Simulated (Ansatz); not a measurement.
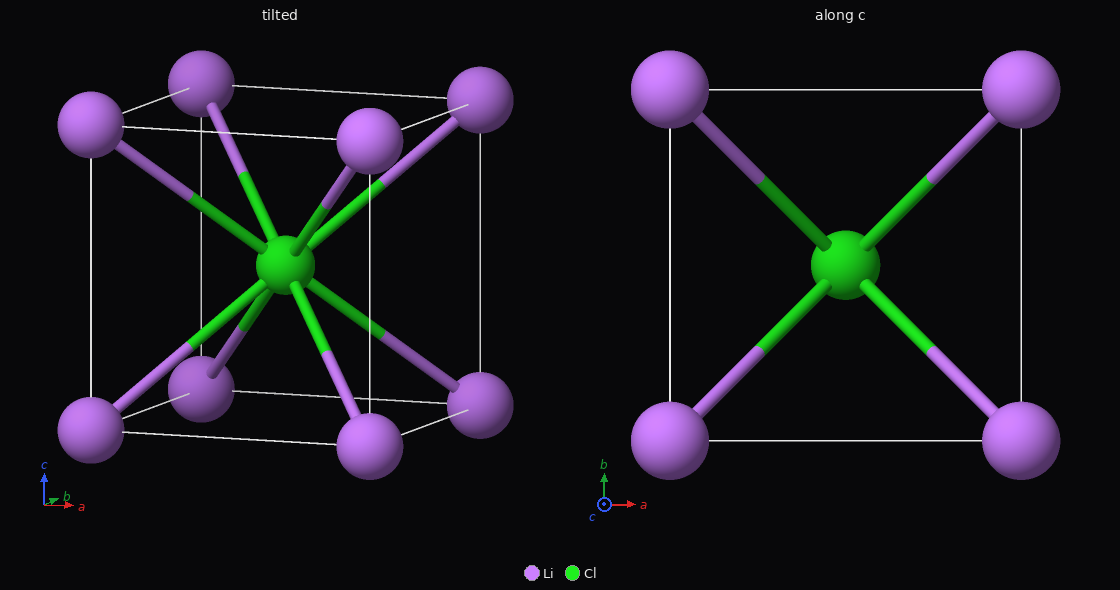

A ball-and-stick picture of a crystal structure, seen slightly off an axis and along the c axis. The unit cell is outlined; an atom on or near a face, edge or corner is repeated at each equivalent position.

LiCl, a = 3.271 Å, b = 3.271 Å, c = 3.367 Å, α = 90.00°, β = 90.00°, γ = 90.00°. Strictly the space group is P4/mmm (No. 123, within 0.01 Å). It is a distorted form of a primitive cubic structure, space group Pm-3m (No. 221) within 0.25 Å: caesium chloride (CsCl, B2) type. The cell started as a structure type filled with these elements by a generator (whether the compound takes this form wasn't checked). The cell was then strained or its atoms displaced on purpose. It was run through Ansatz as a DFT input.

This one geometry was computed with Ansatz (DFT, plane waves, PAW) at three levels of theory: r2SCAN, PBE and HSE06. It was relaxed with r2SCAN and then strained.

How does the band gap change with the level of theory?

Answer. PBE: a gap of 4.22 eV, indirect; r2SCAN: a gap of 5.04 eV, indirect; HSE06: a gap of 5.47 eV, indirect.

Collect the results in a table.

Answer.
| level | cutoff (eV) | k-mesh of the run's cell | gap (eV) | pressure (GPa) |
| --- | --- | --- | --- | --- |
| r2SCAN | 500 | 8×8×8 | 5.04 | -0.9 |
| PBE | 420 | 8×8×8 | 4.22 | -0.6 |
| HSE06 | 420 | 6×6×6 | 5.47 | -1.0 |

Gaps are taken on the k-mesh or band path of each run.
